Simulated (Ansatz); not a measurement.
**WSi₂: a changed input and its effect**

System: WSi₂ (slab, 12 atoms in the cell).
Method of run A: DFT r2SCAN, scalar-relativistic, plane waves, PAW, no spin polarisation (Ansatz 0.2.0).

The structure derives from an entry of the Crystallography Open Database. Text and figures count atoms from 1; the logs count them from 0 in places.

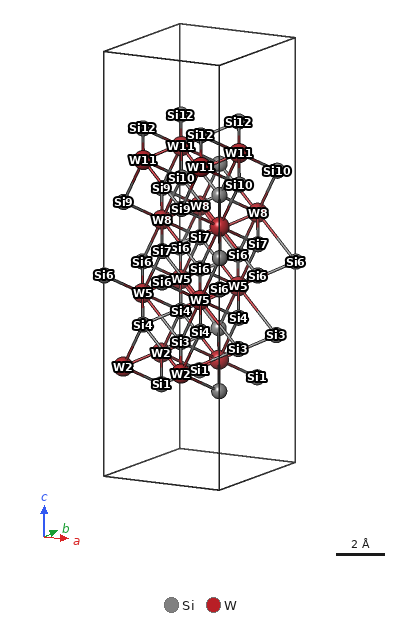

The structure as given in the input (ball-and-stick view of the 2 × 2 repeat of the cell, with the vacuum cut short, seen slightly off an axis; atoms are numbered from 1 in the order of the input). An atom can appear more than once, as a periodic image.

## The input, run A
```yaml
crystal:
  lattice:
    - [3.2112931011, 0.0, 0.0]
    - [-1.6056465505, 4.2197285864, 0.0]
    - [0.0, 0.0, 25.8978695058]
  atoms:
    - { symbol: Si, position: [0.4311338902, 0.8622677803, 0.2895991116] }
    - { symbol: W, position: [0.144787432, 0.2895748639, 0.3279937592] }
    - { symbol: Si, position: [0.8584409738, 0.7168819476, 0.3663884069] }
    - { symbol: Si, position: [0.5759213221, 0.1518426443, 0.4042699387] }
    - { symbol: W, position: [0.2895748639, 0.5791497279, 0.4426645864] }
    - { symbol: Si, position: [0.0032284058, 0.0064568115, 0.4810592341] }
    - { symbol: Si, position: [0.7207087541, 0.4414175082, 0.5189407659] }
    - { symbol: W, position: [0.4343622959, 0.8687245918, 0.5573354136] }
    - { symbol: Si, position: [0.1480158377, 0.2960316755, 0.5957300613] }
    - { symbol: Si, position: [0.8654961861, 0.7309923722, 0.6336115931] }
    - { symbol: W, position: [0.5791497279, 0.1582994558, 0.6720062408] }
    - { symbol: Si, position: [0.2928032697, 0.5856065394, 0.7104008884] }
basis:
  ecutwfc: 500
kpoints:
  mp_grid: { grid: [12, 8, 1] }
hamiltonian:
  xc: r2scan
scf:
  occupations: { method: gaussian, width: 0.1 }
  max_iter: 100
output:
  forces: true
  stress: true
  eigenvalues: true
efield:
  axis: 3
  dipole_correction: true
  ramp_width: 0.04
  amplitude: 0.1
```

Command:
```bash
ansatz run input.yaml --threads 2 --pin off --max-ram 5120MiB --backend cpu --events-out ev --progress --plain --runs-dir out
```

Hardware: 2 threads of Intel Xeon (Granite Rapids), 32 GiB of memory available, shared host.

## Output, shortened to warnings, some set-up lines, iterations and results (run A)
```
Warning: crystal.symmetry: narrowed to the stabiliser of the k-point mesh — unitary ops 2 → 1; excluded 1 operation that carries a point of the 12×8×1 mesh (shift [0, 0, 0]) off the mesh (the run samples exactly the mesh kpoints.mp_grid names, as under crystal.symmetry.detect: false, and its converged state has the mesh's symmetry, not the crystal's; ε∞, the Born charges and the force constants …
Basis set: ecut = 500 eV, 8921 PW (Γ), exchange–correlation on 96×144×768 points (64 copies of the dense FFT grid, shifted against one another)
Symmetry: 1 space group operations
k-points: 50 of 96 (time reversal used)
Initial density: superposition of atomic densities (neutral atoms: chi_scale 0, normalization atom), corrected by the library's trained network
[...]
SCF iter   1: F=—  HF=-46701.593811 eV  |F-HF|=—  |Δ(HF+E_count)|=         —  Δρ=1.27e-2  dr2=2.16e1  dr2_τ=3.27e-1  ethr=1.77e-3  p=-0.000 e·Å  D=-2.45e-12 V/Å  ΔV_dip=0.00 …
SCF iter   2: F=—  HF=-46701.608447 eV  |F-HF|=—  |Δ(HF+E_count)|=   1.46e-2  Δρ=9.07e-3  dr2=1.05e1  dr2_τ=1.36e-1  ethr=1.77e-3  p=0.161 e·Å  D=8.32e-2 V/Å  ΔV_dip=-2.16 eV …
SCF iter   3: F=—  HF=-46701.378182 eV  |F-HF|=—  |Δ(HF+E_count)|=   2.30e-1  Δρ=1.82e-3  dr2=5.80e-2  dr2_τ=2.02e-3  ethr=1.77e-3  p=0.099 e·Å  D=5.11e-2 V/Å  ΔV_dip=-1.32 …
SCF iter   4: F=—  HF=-46701.383335 eV  |F-HF|=—  |Δ(HF+E_count)|=   5.15e-3  Δρ=7.47e-4  dr2=1.54e-2  dr2_τ=5.60e-4  ethr=6.59e-5  p=0.099 e·Å  D=5.13e-2 V/Å  ΔV_dip=-1.33 …
SCF iter   5: F=—  HF=-46701.383202 eV  |F-HF|=—  |Δ(HF+E_count)|=   1.33e-4  Δρ=3.10e-4  dr2=1.04e-3  dr2_τ=4.80e-5  ethr=1.75e-5  p=0.101 e·Å  D=5.21e-2 V/Å  ΔV_dip=-1.35 …
SCF iter   6: F=—  HF=-46701.383268 eV  |F-HF|=—  |Δ(HF+E_count)|=   6.63e-5  Δρ=7.87e-5  dr2=1.31e-4  dr2_τ=2.09e-6  ethr=1.18e-6  p=0.101 e·Å  D=5.23e-2 V/Å  ΔV_dip=-1.36 …
SCF iter   7: F=—  HF=-46701.383281 eV  |F-HF|=—  |Δ(HF+E_count)|=   1.22e-5  Δρ=2.94e-5  dr2=1.01e-5  dr2_τ=3.65e-7  ethr=1.49e-7  p=0.101 e·Å  D=5.22e-2 V/Å  ΔV_dip=-1.35 …
SCF iter   8: F=—  HF=-46701.383527 eV  |F-HF|=—  |Δ(HF+E_count)|=   2.46e-4  Δρ=1.16e-5  dr2=1.47e-6  dr2_τ=2.29e-8  ethr=1.15e-8  p=0.101 e·Å  D=5.22e-2 V/Å  ΔV_dip=-1.35 …
SCF iter   9: F=—  HF=-46701.383527 eV  |F-HF|=—  |Δ(HF+E_count)|=   1.90e-7  Δρ=3.96e-6  dr2=1.24e-7  dr2_τ=2.57e-9  ethr=1.67e-9  p=0.101 e·Å  D=5.22e-2 V/Å  ΔV_dip=-1.35 …
SCF iter  10: F=-46701.383527 eV  HF=-46701.383527 eV  |F-HF|=6.68e-9  |Δ(HF+E_count)|=   2.79e-8  Δρ=1.29e-6  dr2=1.25e-8  dr2_τ=1.44e-9  ethr=1.14e-10  p=0.101 e·Å  …
SCF 1 converged in 10 iterations: F = -46701.383527 eV  dr2 = 1.25e-8
SCF converged after 10 iterations
Free energy (F): -46701.383527 eV
Harris-Foulkes:  -46701.383527 eV  (|F-HF|=6.68e-9)
Internal energy: -46701.357623 eV  (E = F + TS)
E sigma→0 (E₀):  -46701.370575 eV
Entropy (-TS):   -0.025904 eV (-2.159 meV/atom)
Fermi energy:    4.728483 eV
Dipole field:    D = 0.052149 V/Å  (p = 0.101138 e·Å, saw-weighted, corrected)
Work function:   not extracted (applied field tilts the vacuum); planar V_es + V_field profile in the machine report
Levels:          The Fermi level and band energies are counted from a zero that moves with the ramp; work functions are not
--- Per-component energies (eV) ---
  E_band       = -1384.612144
  E_kinetic    = 2149.197609
  E_local      = -69950.995979  (includes V_loc(G=0)·N_el)
  E_nonlocal   = 198.404610
  E_hartree    = 34077.463251
  E_xc         = -1416.890502
  E_vxc        = -1453.612055  (∫ρ·V_xc dr)
  E_paw        = -38528.703216  (= ΣΔE_a)
  E_vpaw       = -554.138068  (= ΣTr[D̂ρ^β])
  E_aug_tail   = -0.000174  (compensation charges beyond the density's cutoff)
  E_vtau       = 71.609488  (kinetic-family band-sum trace: ∫τ·v_τ [+ j·A + Jᵃ·Aᵃ] dr)
  E_efield     = -0.007477  (sawtooth field / dipole correction)
  E_vefield    = -0.004840  (∫n·V_field dr)
  E_ewald      = 26773.137515
  E_core_change = -2.963259  (= ΣΔE_core)
  E_smearing   = -0.025904  (= −TS)
  E_closure    = 0.000000  (closes the sum)
  Σ components = -46701.383527   (vs F -46701.383527, Δ=0.00e0)
--- Forces (eV/Å), atoms counted from 1 ---
  atom   1  Si     0.00488813     0.20076149     0.63559671
  atom   2  W     -0.01226226     0.05349270     0.84200829
  atom   3  Si    -0.00057993    -0.00573957    -1.13042133
  atom   4  Si     0.00148148    -0.13148998    -0.59576587
  atom   5  W      0.00146727    -0.09739584     0.35497258
  atom   6  Si     0.00019836     0.10807789    -0.07072515
  atom   7  Si    -0.00014489    -0.10766517     0.06777417
  atom   8  W     -0.00164232     0.09786685    -0.34751713
  atom   9  Si    -0.00174455     0.13415453     0.59532948
  atom  10  Si     0.00076466     0.00702960     1.12615196
  atom  11  W      0.01359209    -0.05461614    -0.84157401
  atom  12  Si    -0.00601825    -0.20447256    -0.63586124
  max |Σ_I F_I| component: 3.15e-5 eV/Å
--- Stress (GPa, compression-positive) ---
       -3.397681      -0.007362       0.021742
       -0.007362      -1.670592      -0.823038
        0.021742      -0.823038      -2.118992
  P = ⅓ Tr σ = -2.3958 GPa (-23.958 kbar)
```

For run B the input was changed thus:
```diff
-  max_iter: 100
+  max_iter: 68
-  amplitude: 0.1
+  amplitude: 0.6
```

Predict how the results change.

Run B ends 14.8 meV per atom lower: the change has altered the solution reached or how tightly it is converged. The SCF takes 12 iterations against 10. On the same kind of shared host run B took about 1.6 times as long.

## Output, shortened to warnings, some set-up lines, iterations and results (run B)
```
Warning: crystal.symmetry: narrowed to the stabiliser of the k-point mesh — unitary ops 2 → 1; excluded 1 operation that carries a point of the 12×8×1 mesh (shift [0, 0, 0]) off the mesh (the run samples exactly the mesh kpoints.mp_grid names, as under crystal.symmetry.detect: false, and its converged state has the mesh's symmetry, not the crystal's; ε∞, the Born charges and the force constants …
Basis set: ecut = 500 eV, 8921 PW (Γ), exchange–correlation on 96×144×768 points (64 copies of the dense FFT grid, shifted against one another)
Symmetry: 1 space group operations
k-points: 50 of 96 (time reversal used)
Initial density: superposition of atomic densities (neutral atoms: chi_scale 0, normalization atom), corrected by the library's trained network
[...]
SCF iter   1: F=—  HF=-46715.683125 eV  |F-HF|=—  |Δ(HF+E_count)|=         —  Δρ=6.64e-2  dr2=9.20e2  dr2_τ=1.82e0  ethr=1.77e-3  p=0.001 e·Å  D=2.65e-4 V/Å  ΔV_dip=-0.01 eV  …
SCF iter   2: F=—  HF=-46706.032551 eV  |F-HF|=—  |Δ(HF+E_count)|=    9.65e0  Δρ=5.02e-2  dr2=1.72e2  dr2_τ=3.56e0  ethr=1.77e-3  p=0.635 e·Å  D=3.28e-1 V/Å  ΔV_dip=-8.48 eV  …
SCF iter   3: F=—  HF=-46702.777637 eV  |F-HF|=—  |Δ(HF+E_count)|=    3.25e0  Δρ=2.35e-2  dr2=4.26e1  dr2_τ=4.02e-2  ethr=1.77e-3  p=0.863 e·Å  D=4.45e-1 V/Å  ΔV_dip=-11.53 …
SCF iter   4: F=—  HF=-46701.642786 eV  |F-HF|=—  |Δ(HF+E_count)|=    1.13e0  Δρ=5.78e-3  dr2=1.59e0  dr2_τ=1.61e-2  ethr=1.77e-3  p=0.849 e·Å  D=4.38e-1 V/Å  ΔV_dip=-11.34 …
SCF iter   5: F=—  HF=-46701.567731 eV  |F-HF|=—  |Δ(HF+E_count)|=   7.51e-2  Δρ=2.39e-3  dr2=2.34e-1  dr2_τ=2.53e-3  ethr=1.77e-3  p=0.705 e·Å  D=3.63e-1 V/Å  ΔV_dip=-9.41 …
SCF iter   6: F=—  HF=-46701.563131 eV  |F-HF|=—  |Δ(HF+E_count)|=   4.60e-3  Δρ=1.10e-3  dr2=8.22e-2  dr2_τ=2.78e-4  ethr=2.66e-4  p=0.572 e·Å  D=2.95e-1 V/Å  ΔV_dip=-7.64 …
SCF iter   7: F=—  HF=-46701.560953 eV  |F-HF|=—  |Δ(HF+E_count)|=   2.18e-3  Δρ=5.20e-4  dr2=1.14e-2  dr2_τ=2.76e-5  ethr=9.34e-5  p=0.575 e·Å  D=2.97e-1 V/Å  ΔV_dip=-7.68 …
SCF iter   8: F=—  HF=-46701.560414 eV  |F-HF|=—  |Δ(HF+E_count)|=   5.39e-4  Δρ=2.00e-4  dr2=9.37e-4  dr2_τ=1.54e-5  ethr=1.29e-5  p=0.604 e·Å  D=3.11e-1 V/Å  ΔV_dip=-8.06 …
SCF iter   9: F=—  HF=-46701.560483 eV  |F-HF|=—  |Δ(HF+E_count)|=   6.89e-5  Δρ=8.45e-5  dr2=3.14e-4  dr2_τ=2.15e-6  ethr=1.07e-6  p=0.609 e·Å  D=3.14e-1 V/Å  ΔV_dip=-8.13 …
SCF iter  10: F=—  HF=-46701.560482 eV  |F-HF|=—  |Δ(HF+E_count)|=   2.20e-7  Δρ=2.78e-5  dr2=7.20e-6  dr2_τ=3.11e-7  ethr=3.56e-7  p=0.608 e·Å  D=3.13e-1 V/Å  ΔV_dip=-8.12 …
SCF iter  11: F=—  HF=-46701.560730 eV  |F-HF|=—  |Δ(HF+E_count)|=   2.48e-4  Δρ=9.92e-6  dr2=1.24e-6  dr2_τ=5.74e-8  ethr=8.18e-9  p=0.608 e·Å  D=3.13e-1 V/Å  ΔV_dip=-8.12 …
SCF iter  12: F=-46701.560730 eV  HF=-46701.560730 eV  |F-HF|=1.64e-8  |Δ(HF+E_count)|=   4.66e-8  Δρ=3.18e-6  dr2=6.88e-8  dr2_τ=2.49e-9  ethr=1.14e-10  p=0.608 e·Å  …
SCF 1 converged in 12 iterations: F = -46701.560730 eV  dr2 = 6.88e-8
SCF converged after 12 iterations
Free energy (F): -46701.560730 eV
Harris-Foulkes:  -46701.560730 eV  (|F-HF|=1.64e-8)
Internal energy: -46701.535196 eV  (E = F + TS)
E sigma→0 (E₀):  -46701.547963 eV
Entropy (-TS):   -0.025535 eV (-2.128 meV/atom)
Fermi energy:    4.717905 eV
Dipole field:    D = 0.313330 V/Å  (p = 0.607671 e·Å, saw-weighted, corrected)
Work function:   not extracted (applied field tilts the vacuum); planar V_es + V_field profile in the machine report
Levels:          The Fermi level and band energies are counted from a zero that moves with the ramp; work functions are not
--- Per-component energies (eV) ---
  E_band       = -1385.618676
  E_kinetic    = 2149.183841
  E_local      = -69949.970321  (includes V_loc(G=0)·N_el)
  E_nonlocal   = 198.397132
  E_hartree    = 34076.531254
  E_xc         = -1416.878694
  E_vxc        = -1453.595625  (∫ρ·V_xc dr)
  E_paw        = -38528.703087  (= ΣΔE_a)
  E_vpaw       = -554.138828  (= ΣTr[D̂ρ^β])
  E_aug_tail   = -0.000174  (compensation charges beyond the density's cutoff)
  E_vtau       = 71.608395  (kinetic-family band-sum trace: ∫τ·v_τ [+ j·A + Jᵃ·Aᵃ] dr)
  E_efield     = -0.269402  (sawtooth field / dipole correction)
  E_vefield    = -0.174201  (∫n·V_field dr)
  E_ewald      = 26773.137515
  E_core_change = -2.963259  (= ΣΔE_core)
  E_smearing   = -0.025535  (= −TS)
  E_closure    = 0.000000  (closes the sum)
  Σ components = -46701.560730   (vs F -46701.560730, Δ=0.00e0)
--- Forces (eV/Å), atoms counted from 1 ---
  atom   1  Si     0.00201288     0.19348459     0.62839545
  atom   2  W     -0.00861323     0.04899403     0.83730278
  atom   3  Si    -0.00026556    -0.00317026    -1.13984296
  atom   4  Si     0.00074897    -0.12448383    -0.59788426
  atom   5  W      0.00107275    -0.09644665     0.37216219
  atom   6  Si     0.00035567     0.10865772    -0.07718824
  atom   7  Si    -0.00005907    -0.10619542     0.05989001
  atom   8  W     -0.00205862     0.09917357    -0.32847537
  atom   9  Si    -0.00225618     0.14041371     0.59520562
  atom  10  Si     0.00130613     0.01087061     1.11490193
  atom  11  W      0.01600066    -0.05608966    -0.83528636
  atom  12  Si    -0.00824456    -0.21520420    -0.62912186
  max |Σ_I F_I| component: 5.89e-5 eV/Å
--- Stress (GPa, compression-positive) ---
       -3.314345      -0.006500       0.021407
       -0.006500      -1.591492      -0.823745
        0.021407      -0.823745      -2.061542
  P = ⅓ Tr σ = -2.3225 GPa (-23.225 kbar)
```

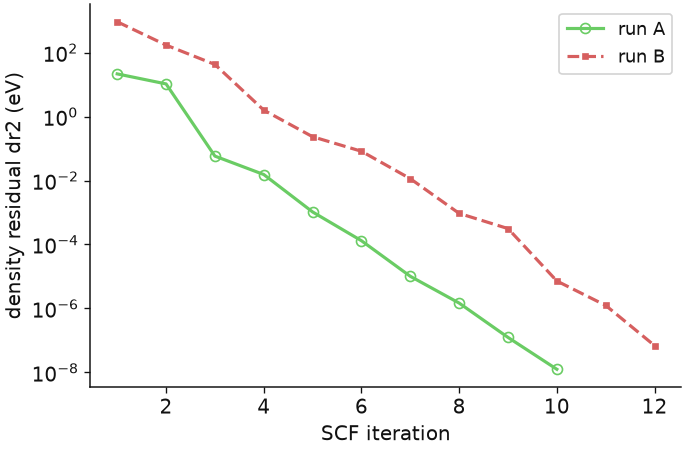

Convergence of the two runs: density residual dr2 against the SCF iteration. Run A takes 10 iterations in all, and run B takes 12.

## The two runs side by side

| quantity | run A | run B |
| --- | --- | --- |
| outcome | converged | converged |
| free energy per atom (eV) | −3891.7820 | −3891.7967 |
| energy per atom, smearing taken to zero (eV) | −3891.7809 | −3891.7957 |
| gap on the mesh (eV) | 0.00 | 0.00 |
| largest force (eV/Å) | 1.130 | 1.140 |
| SCF iterations | 10 | 12 |
| irreducible k-points | 50 | 50 |
| plane waves at Γ | 8921 | 8921 |
| wall time (shared host) | 61 s | 95 s |

For both runs: Warnings: the k-point mesh lowers the symmetry that the run can use. Spin–orbit coupling is left out, which matters for W.
